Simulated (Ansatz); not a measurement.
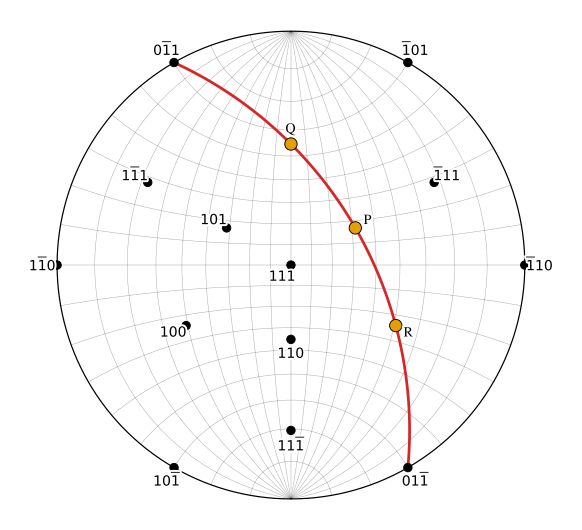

For SiC, the end point of a relaxation with DFT, r2SCAN, plane waves, PAW (Ansatz); the starting structure was generated, so it need not be a known form of this composition: stereographic projection of plane normals (upper hemisphere) centred on (1 1 1). The drawing is computed from the coordinates (standard cell, symmetry found to 0.002 Å).

a = 4.356 Å, b = 4.356 Å, c = 4.356 Å, α = 90.00°, β = 90.00°, γ = 90.00°.

Q: Index the poles marked P, Q, R.

A: P is (0 1 1), 35.3° from the centre; Q is (0 0 1), 54.7° from the centre; R is (0 1 0), 54.7° from the centre.

Q: Which zone does the coloured great circle trace?

A: The zone [1 0 0]: its poles satisfy h = 0.

Q: What is the angle between the normals of (1 −1 1) and (0 1 0), and what are their d_hkl = 1/|g|?

A: 125.3°; d = 2.515 Å and 4.356 Å.
